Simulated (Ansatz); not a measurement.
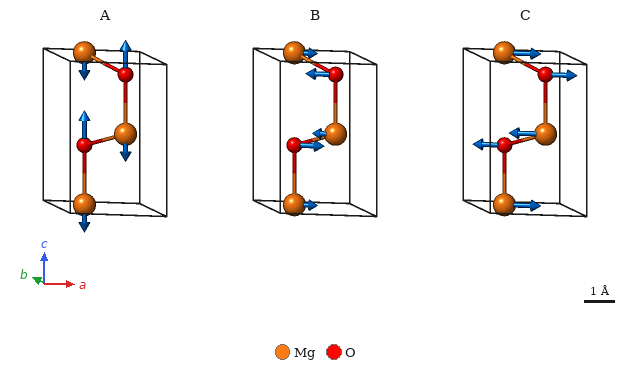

Three optical modes of a crystal of MgO at the zone centre, in no order (one member of each degenerate set). Displacements are drawn as blue arrows; their common scale and sign are arbitrary. The picture is a ball-and-stick view of the cell of the calculation, seen slightly off an axis.

These are results of DFT PBE, scalar-relativistic, plane waves, PAW in Ansatz 0.2.0, not measurements. (plane-wave cutoff 420 eV; k-point mesh 12 × 12 × 6; occupations fixed; no spin polarisation)

Frequencies are those without the non-analytic (LO–TO) term.

### Rank the modes by frequency, softest first.

C (186 cm⁻¹), A (431 cm⁻¹), B (497 cm⁻¹). C, E₂: All motion is along a; atoms of one kind move against one another, with no net shift of any sublattice; it mainly bends the Mg–O bonds; the kinetic energy is shared as Mg 64 %, O 36 %. A, A₁: The O sublattice moves against the Mg sublattice, along c; it stretches the shortest Mg–O bonds (2.01 Å); the kinetic energy is shared as O 60 %, Mg 40 %. B, E₂: All motion is along a; atoms of one kind move against one another, with no net shift of any sublattice; it stretches the shortest Mg–O bonds (1.99 Å); the kinetic energy is shared as O 64 %, Mg 36 %.
